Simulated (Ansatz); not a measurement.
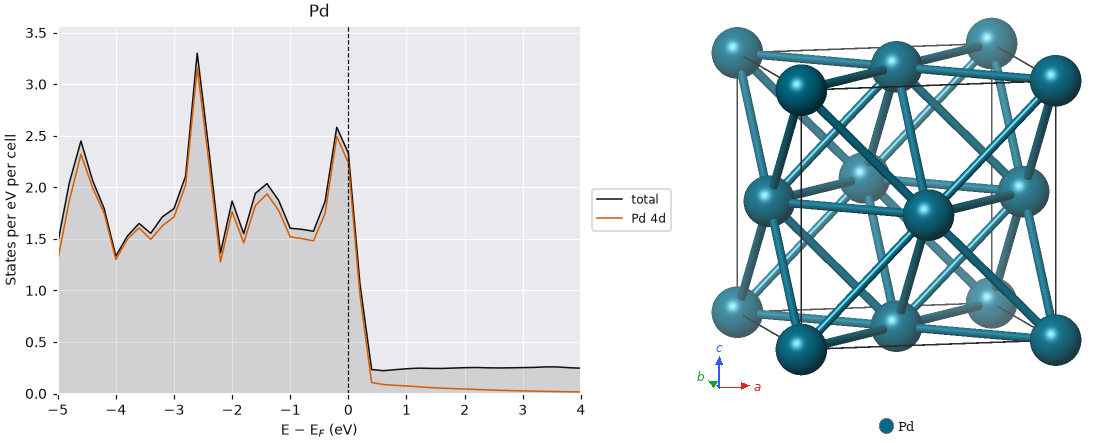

Density of states, beside the structure. Energies are counted from the Fermi level. The partial curves are projected on atomic shells; they sum to less than the total at higher energies, where shells without a projector contribute.

System: Pd, space group Fm-3m (No. 225), 1 atom in the cell.

Computed with Ansatz 0.2.0: DFT, PBE, all-electron LAPW, scalar-relativistic, no spin polarisation, 18×18×18 k mesh.

What is the density of states at the Fermi level?

It is a metal. The density of states at the Fermi level isn't well fixed here: it changes fast, and within 0.3 eV it runs from 0.65 to 2.6 per eV and cell.

Where is the tallest peak in the window, and which states make it?

The tallest peak in the window is at −2.6 eV; by projected weight it is Pd 4d almost alone.

Where is the centre of the Pd 4d band?

Over the range shown, the centre of the Pd 4d weight lies 2.3 eV below the Fermi level, and the shell is essentially full.

The cell is at 8 GPa in this functional. The run has no spin polarisation, and a density of states this high at the Fermi level may favour a magnetic state.
